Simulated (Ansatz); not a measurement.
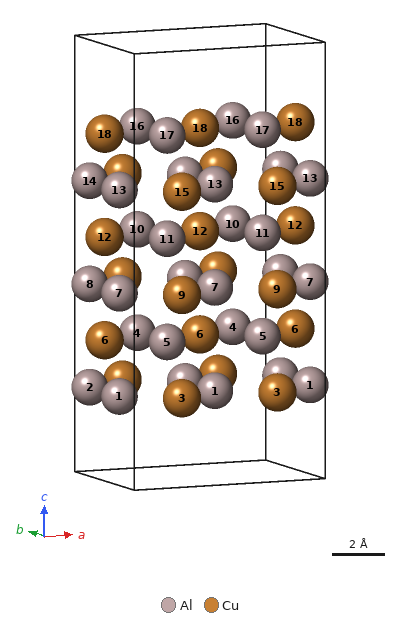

Figure 1. The structure as given in the input (spheres-only view of the 2 × 1 repeat of the cell, with the vacuum cut short, seen slightly off an axis; atoms are numbered from 1 in the order of the input). An atom can appear more than once, as a periodic image.

Al₂Cu: single-point calculation (part 1 of 2)

- system: Al₂Cu (slab, 18 atoms in the cell)
- method: DFT r2SCAN, scalar-relativistic, plane waves, PAW, no spin polarisation (Ansatz 0.2.0)

The structure derives from a Materials Project entry. It belongs to a series of runs on one base structure; here: (1 0 0) slab cut from the bulk. Figures and captions count atoms from 1; the log counts them from 0 in places.

Input:
```yaml
crystal:
  lattice:
    - [4.0547150336, 0.0, 0.0]
    - [0.0, 5.7339750267, 0.0]
    - [0.0, 0.0, 25.136787584]
  atoms:
    - { symbol: Al, position: [0.0, 0.25, 0.2983674813] }
    - { symbol: Al, position: [0.0, 0.75, 0.2983674813] }
    - { symbol: Cu, position: [0.5, 0.0, 0.2983674813] }
    - { symbol: Al, position: [0.5, 0.75, 0.3790204888] }
    - { symbol: Al, position: [0.5, 0.25, 0.3790204888] }
    - { symbol: Cu, position: [0.0, 0.5, 0.3790204888] }
    - { symbol: Al, position: [0.0, 0.25, 0.4596734963] }
    - { symbol: Al, position: [0.0, 0.75, 0.4596734963] }
    - { symbol: Cu, position: [0.5, 0.0, 0.4596734963] }
    - { symbol: Al, position: [0.5, 0.75, 0.5403265037] }
    - { symbol: Al, position: [0.5, 0.25, 0.5403265037] }
    - { symbol: Cu, position: [0.0, 0.5, 0.5403265037] }
    - { symbol: Al, position: [0.0, 0.25, 0.6209795112] }
    - { symbol: Al, position: [0.0, 0.75, 0.6209795112] }
    - { symbol: Cu, position: [0.5, 0.0, 0.6209795112] }
    - { symbol: Al, position: [0.5, 0.75, 0.7016325187] }
    - { symbol: Al, position: [0.5, 0.25, 0.7016325187] }
    - { symbol: Cu, position: [0.0, 0.5, 0.7016325187] }
basis:
  ecutwfc: 500
kpoints:
  mp_grid: { grid: [9, 6, 1] }
hamiltonian:
  xc: r2scan
scf:
  occupations: { method: gaussian, width: 0.1 }
output:
  forces: true
  stress: true
  eigenvalues: true
  write_density: true
  write_potential: true
  elf: true
  volumetric_format: npy
efield:
  axis: 3
  dipole_correction: true
  ramp_width: 0.04
```

Command:
```bash
ansatz run input.yaml --threads 2 --pin off --max-ram 5120MiB --backend cpu --events-out ev --progress --plain --runs-dir out
```

Output:
```
Engine: ansatz 0.2.0, x86_64-unknown-linux-gnu
Pseudopotentials: kind: paw
Pseudopotential: Al, paw, valence charge 3, recommended cutoff 500 eV (meta_gga), Al.paw.azcp
Pseudopotential: Cu, paw, valence charge 19, recommended cutoff 500 eV (meta_gga), Cu.paw.azcp
Functional definition: r2SCAN
  parameter k0 = 0.174
  parameter k1 = 0.065
  parameter a1 = 4.9479
  exchange = r2scan_x(k0 = k0, k1 = k1, a1 = a1)
  correlation = r2scan_c
Crystal: 18 atoms, lattice volume = 584.421 Å³
Basis set: ecut = 500 eV, 14893 PW (Γ), exchange–correlation on 120×180×768 points (64 copies of the dense FFT grid, shifted against one another)
Bands: 93, of which v1, the nominal top of the filled ones, is band 75 counted from 1 (74 counted from 0)
Symmetry: 4 space group operations
k-points: 20 of 54
Non-local potential: Al, projectors of the file, l = 0: 2, l = 1: 2, l = 2: 1
Non-local potential: Cu, projectors of the file, l = 0: 3, l = 1: 2, l = 2: 3, l = 3: 1
PAW form: soft (Blöchl's): semilocal exchange-correlation on the pseudo side does not see the compensation charge
PAW frozen core: Al, regenerated for the run's functional (the file was generated under x = pbe(κ = 0.804, μ = 0.2195149727645171), c = pbe(β = 0.06672455060314922))
PAW frozen core: Cu, regenerated for the run's functional (the file was generated under x = pbe(κ = 0.804, μ = 0.2195149727645171), c = pbe(β = 0.06672455060314922))
PAW one-centre angular grid: Al, 302 points (default); XC on 160 Gauss nodes
PAW one-centre angular grid: Cu, 590 points (default); XC on 160 Gauss nodes
Initial density: superposition of atomic densities (neutral atoms: chi_scale 0, normalization atom), corrected by the library's trained network
Initial wavefunctions: pseudopotential atomic-orbital guess
Functional: x = r2scan, c = r2scan; τ floored in thin density (d = 2e-4 eV/Å³)
SCF iter   1: F=—  HF=-46271.941101 eV  |F-HF|=—  |Δ(HF+E_count)|=         —  Δρ=1.66e-2  dr2=1.35e0  dr2_τ=6.12e-2  ethr=1.77e-3  p=0.000 e·Å  D=2.33e-13 V/Å  ΔV_dip=-0.00 eV  dr2_dipole=4.49e-7  V_vac-E_F(+/−)=4.64/4.64 eV  ⟨swp⟩=8.7  Hψ=8658  notcnv=0  defer=34
efield: sawtooth ramp at fractional position 0.9800 (placed from the atoms, in the widest stretch of the axis that holds none; the zero of the levels goes with the place), width 0.0400; the density the first Hamiltonian is built on has a dipole p = 0.000 e·Å; the dipole correction subtracts the counter field D = 2.33e-13 V/Å, which shifts the + side's vacuum level by -0.00 eV against the − side's; the planar-averaged density in the ramp window peaks in size at 1.0e-5 e/Å³
preconditioner: auto → LDOS  [metal: Δε(μ)=0.026 eV  Ē_g=7.250 eV  σ=0.100 eV  W_gap=0.14  n_scr=108 (ndim 8)  ℏωp=15.5 eV  f_vac=0.449  D(μ)=7.45/eV (n_scr^D=30)  β→1.0]
SCF iter   2: F=—  HF=-46273.329979 eV  |F-HF|=—  |Δ(HF+E_count)|=    1.39e0  Δρ=4.79e-2  dr2=8.19e0  dr2_τ=3.40e-2  ethr=9.01e-4  p=-0.000 e·Å  D=-1.42e-6 V/Å  ΔV_dip=0.00 eV  dr2_dipole=3.77e-10  V_vac-E_F(+/−)=4.57/4.57 eV  ⟨swp⟩=3.0  Hψ=3927  notcnv=0  defer=211  recentre
SCF iter   3: F=—  HF=-46271.981687 eV  |F-HF|=—  |Δ(HF+E_count)|=    1.35e0  Δρ=7.44e-3  dr2=3.60e-1  dr2_τ=1.33e-3  ethr=9.01e-4  p=0.000 e·Å  D=4.99e-6 V/Å  ΔV_dip=-0.00 eV  dr2_dipole=2.28e-7  V_vac-E_F(+/−)=4.66/4.66 eV  ⟨swp⟩=2.2  Hψ=3784  notcnv=0  defer=221
SCF iter   4: F=—  HF=-46271.933575 eV  |F-HF|=—  |Δ(HF+E_count)|=   4.81e-2  Δρ=2.10e-3  dr2=1.76e-2  dr2_τ=1.18e-4  ethr=2.40e-4  p=-0.000 e·Å  D=-3.76e-6 V/Å  ΔV_dip=0.00 eV  dr2_dipole=9.19e-7  V_vac-E_F(+/−)=4.65/4.65 eV  ⟨swp⟩=2.0  Hψ=2932  notcnv=0  defer=216
SCF iter   5: F=—  HF=-46271.931939 eV  |F-HF|=—  |Δ(HF+E_count)|=   1.64e-3  Δρ=1.33e-3  dr2=7.32e-3  dr2_τ=4.88e-5  ethr=1.18e-5  p=0.000 e·Å  D=4.98e-6 V/Å  ΔV_dip=-0.00 eV  dr2_dipole=1.64e-8  V_vac-E_F(+/−)=4.64/4.64 eV  ⟨swp⟩=3.0  Hψ=3826  notcnv=0  defer=216
SCF iter   6: F=—  HF=-46271.931431 eV  |F-HF|=—  |Δ(HF+E_count)|=   5.08e-4  Δρ=5.06e-4  dr2=1.64e-3  dr2_τ=1.51e-5  ethr=4.88e-6  p=0.000 e·Å  D=3.78e-6 V/Å  ΔV_dip=-0.00 eV  dr2_dipole=7.42e-9  V_vac-E_F(+/−)=4.64/4.64 eV  ⟨swp⟩=2.0  Hψ=2230  notcnv=0  defer=216
SCF iter   7: F=—  HF=-46271.931582 eV  |F-HF|=—  |Δ(HF+E_count)|=   1.51e-4  Δρ=1.68e-4  dr2=1.59e-4  dr2_τ=9.00e-7  ethr=1.09e-6  p=0.000 e·Å  D=6.31e-7 V/Å  ΔV_dip=-0.00 eV  dr2_dipole=3.02e-9  V_vac-E_F(+/−)=4.64/4.64 eV  ⟨swp⟩=2.1  Hψ=2542  notcnv=0  defer=216
SCF iter   8: F=—  HF=-46271.931556 eV  |F-HF|=—  |Δ(HF+E_count)|=   2.64e-5  Δρ=5.27e-5  dr2=1.62e-5  dr2_τ=8.99e-8  ethr=1.06e-7  p=0.000 e·Å  D=1.86e-6 V/Å  ΔV_dip=-0.00 eV  dr2_dipole=7.63e-9  V_vac-E_F(+/−)=4.64/4.64 eV  ⟨swp⟩=2.0  Hψ=2482  notcnv=0  defer=216
SCF iter   9: F=—  HF=-46271.931641 eV  |F-HF|=—  |Δ(HF+E_count)|=   8.52e-5  Δρ=1.43e-5  dr2=1.30e-6  dr2_τ=1.70e-8  ethr=1.08e-8  p=0.000 e·Å  D=4.32e-7 V/Å  ΔV_dip=-0.00 eV  dr2_dipole=4.87e-11  V_vac-E_F(+/−)=4.64/4.64 eV  ⟨swp⟩=2.0  Hψ=2625  notcnv=0  defer=216
SCF iter  10: F=—  HF=-46271.931642 eV  |F-HF|=—  |Δ(HF+E_count)|=   4.94e-7  Δρ=8.13e-6  dr2=2.58e-7  dr2_τ=1.37e-9  ethr=8.65e-10  p=-0.000 e·Å  D=-1.13e-7 V/Å  ΔV_dip=0.00 eV  dr2_dipole=1.36e-10  V_vac-E_F(+/−)=4.64/4.64 eV  ⟨swp⟩=2.2  Hψ=2945  notcnv=0  defer=216
SCF iter  11: F=-46271.931642 eV  HF=-46271.931642 eV  |F-HF|=4.94e-8  |Δ(HF+E_count)|=   3.39e-8  Δρ=4.93e-6  dr2=9.40e-8  dr2_τ=5.76e-10  ethr=6.67e-11  p=0.000 e·Å  D=3.38e-7 V/Å  ΔV_dip=-0.00 eV  dr2_dipole=5.11e-11  V_vac-E_F(+/−)=4.64/4.64 eV  ⟨swp⟩=23.1  Hψ=16375  notcnv=0
SCF 1 converged in 11 iterations: F = -46271.931642 eV  dr2 = 9.40e-8
  greatest PAW one-centre occupation: 1.000 electrons in one spin orbital (limit 2), on the Cu atom at site 17 (counted from 0), in its partial waves of l = 0
```

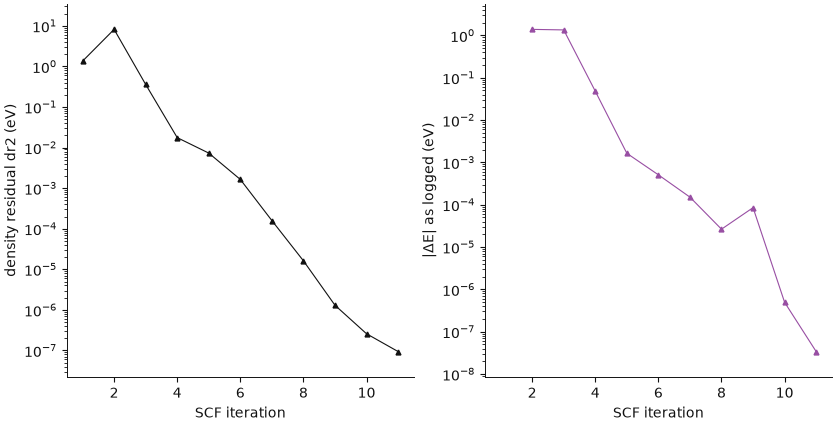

Figure 2. Convergence of the self-consistent field: density residual dr2 and size of the energy change against the SCF iteration. The residual comes down, with one marked jump up, by a factor of about 6, at step 2.

```
WARN: The output density's exchange-correlation potential varies sharply where the density is thin. Do not read a vacuum level from v_tot or v_xc, or from such a field of the output density. On a cell that repeats whose density bears no net charge and no dipole along the vacuum's axis use v_es (v_loc + v_h of the components); under efield.dipole_correction with no amplitude use v_es + v_field, which holds any external_charges[].barrier, or the levels of the report's work_function block, which leave it out; under a non-zero efield.amplitude the vacuum is tilted and has no level; on a cell that repeats and bears such a dipole with no correction it is tilted too, and efield.dipole_correction with no amplitude gives each side of its ramp a level where efield: is served; in a cell that repeats whose density bears a net charge (total_charge, or a fill off its count) it is curved and has none; of a slab under crystal.periodic whose density bears no net charge use v_es, which has a level on each side, short of where the two are joined; of another it falls or rises all the way out and has none; of a slab beside external_charges read slab_vacuum_level instead, which it has where they leave it neutral. The grid or the basis barely resolves most such structure, and the values can differ between equally converged runs; as a rule a tighter scf.convergence.dr2_threshold does not remove it. Where the density itself ripples (under the LDA too) a higher basis.ecutwfc lessens it. The files hold the spikes' plane waves up to the density's cutoff. Files: v_tot_of_output_density and the like, and their columns of v_z.tsv (output.write_potential); v_xc_of_output_density and the like, and their columns of v_comp_z.tsv (output.write_potential_components). Measured: with its Gaussian average of σ = 0.25 Å subtracted twice, the exchange-correlation potential is over 0.1 eV at 4413 of the grid points where the equally averaged density (valence and model cores) is under 1e-3 e/Å³, and 2.59 eV at the most among them, at an averaged density of 2.6e-8 e/Å³. The input density's (outcome.potential() and, of a run that writes arrays, v_tot and v_xc) is over 0.1 eV, so measured, at 754 points of its own thin density, 0.410 eV at the most. See output.write_potential in the manual, Limitations
SCF converged after 11 iterations
Free energy (F): -46271.931642 eV
Harris-Foulkes:  -46271.931642 eV  (|F-HF|=4.94e-8)
Internal energy: -46271.896497 eV  (E = F + TS)
E sigma→0 (E₀):  -46271.914069 eV
Entropy (-TS):   -0.035145 eV (-1.952 meV/atom)
Fermi energy:    2.163512 eV
Dipole field:    D = 0.000006 V/Å  (p = 0.000019 e·Å, saw-weighted, corrected)
Work function:   Φ+ = 4.6427 eV   Φ− = 4.6429 eV
Levels:          The Fermi level and band energies are counted from a zero that moves with the ramp; work functions are not
--- Per-component energies (eV) ---
  E_band       = -4146.470339
  E_kinetic    = 2067.856717
  E_local      = -134985.401897  (includes V_loc(G=0)·N_el)
  E_nonlocal   = 2440.394431
  E_hartree    = 65149.916751
  E_xc         = -943.181156
  E_vxc        = -1126.458729  (∫ρ·V_xc dr)
  E_paw        = -15706.553266  (= ΣΔE_a)
  E_vpaw       = -2915.174885  (= ΣTr[D̂ρ^β])
  E_aug_tail   = 0.000877  (compensation charges beyond the density's cutoff)
  E_vtau       = 72.501073  (kinetic-family band-sum trace: ∫τ·v_τ [+ j·A + Jᵃ·Aᵃ] dr)
  E_efield     = 0.000000  (sawtooth field / dipole correction)
  E_vefield    = 0.000000  (∫n·V_field dr)
  E_ewald      = 35707.598991
  E_core_change = -2.527944  (= ΣΔE_core)
  E_smearing   = -0.035145  (= −TS)
  E_closure    = 0.000000  (closes the sum)
  Σ components = -46271.931642   (vs F -46271.931642, Δ=0.00e0)
```
